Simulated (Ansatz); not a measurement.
Consider SiGe4 (slab).

Input

```
crystal:
  lattice:
    - [3.9749475856, 0.0, 0.0]
    - [-1.9874737928, 3.4424055879, 0.0]
    - [0.0, 0.0, 19.6181517136]
  atoms:
    - { symbol: Ge, position: [0.3333333333, 0.6666666667, 0.2038928059] }
    - { symbol: Ge, position: [0.0, 0.0, 0.2452515838] }
    - { symbol: Ge, position: [0.0, 0.0, 0.376488145] }
    - { symbol: Ge, position: [0.6666666667, 0.3333333333, 0.413808183] }
    - { symbol: Si, position: [1.0, 1.0, 0.4978088947] }
basis:
  ecutwfc: 420
kpoints:
  mp_grid: { grid: [9, 9, 1] }
hamiltonian:
  xc: lda
  pseudopotentials: { kind: paw, azcp: { folder: soft_1 } }
scf:
  occupations: { method: gaussian, width: 0.1 }
output:
  forces: true
  eigenvalues: true
  write_density: true
  write_potential: true
  elf: true
  volumetric_format: npy
relax:
  adjacent_minimum: "off"
  f_tol: 0.025
  max_steps: 16
  constraints: [{ sites: [0, 1, 2, 3] }, { sites: [4], fix: xy }]
efield:
  axis: 3
  dipole_correction: true
  ramp_width: 0.04
```

Launched as:

```sh
ansatz run input.yaml --threads 2 --pin off --max-ram 6144MiB --backend cpu --events-out ev --progress --plain --runs-dir out
```

The fields are those of the run's last geometry, not of the input's.

A point of a scan over the structure, not its minimum; not relaxed (largest force 1.6 eV/Å); PAW files of the earlier set (soft_1).

Method: Ansatz 0.2.0, DFT LDA, scalar-relativistic, plane waves, PAW.

> What will maps of the valence pseudo-density and electron localisation function show?

Ge–Ge (2.43 Å): ρ at the midpoint is about 0.5 e/Å³; the ELF peaks at about 0.75 between the atoms.
Si–Ge (2.48 Å): the density is about 0.4 e/Å³ at the midpoint; the ELF peaks at about 0.70 in the valence shell of Si, 0.9 Å from its nucleus, and is about 0.60 at the midpoint.

> Does the calculation make it a metal, or give it a gap?

It is metallic or semimetallic at this level of theory: no gap opens.

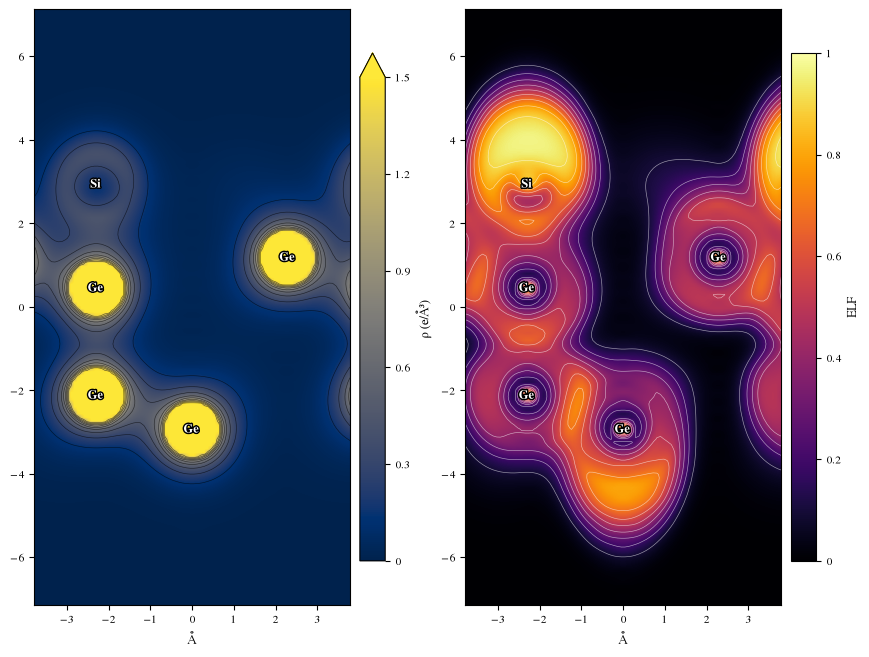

Computed valence pseudo-density and electron localisation function on the (110) plane of the calculation cell, a cut from vacuum to vacuum, in this order. 

Core electrons are frozen (PAW), and the valence fields are smoothed inside the atomic spheres.
